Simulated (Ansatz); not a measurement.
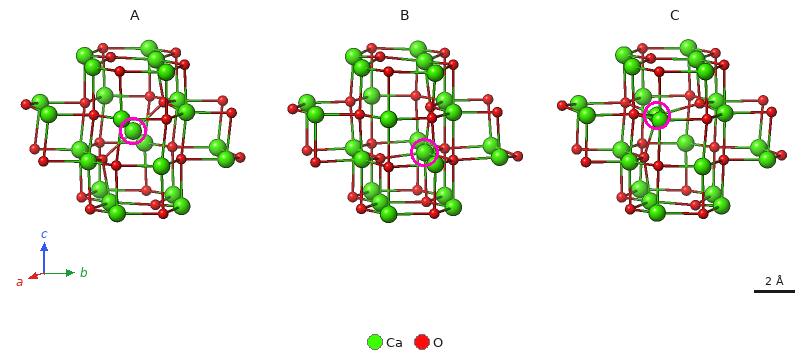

3 geometries from a converged minimum-energy path of a defect cell of composition Ca11O12 with a Ca vacancy (23 atoms in the cell), shuffled. Style: ball-and-stick. Shown: the atoms within 5.8 Å of the middle of the path, slightly off an axis. The moving atom is ringed, with any periodic copies. Bonds to atoms that aren't drawn are left out.

These are results of DFT PBE, scalar-relativistic, plane waves, PAW (Ansatz 0.2.0), not measurements. Settings: plane-wave cutoff 420 eV; k-point mesh 3 × 3 × 2; Gaussian smearing 0.05 eV; 5 movable images; climbing image; force threshold 0.05 eV/Å; iteration limit 60.

### Which frame is the top of the path?

A. In order along the path, whose images run from 0 to 6: B (image 0, 0.00 eV), A (image 3, +1.66 eV), C (image 5, +0.30 eV). It is a vacancy jump: a nearby atom moves into the empty site and leaves its own site empty. A Ca atom travels furthest, 3.12 Å from end to end, along [0 −3 2], on a straight line. At the highest image its nearest neighbour (O) is 2.10 Å away, against 2.26 Å at the start, and the surrounding atoms stand up to 0.31 Å off the mean of their end positions.

Limits of the set-up: the periodic images lie only 6.9 Å apart, so the values are limited by the cell's size.
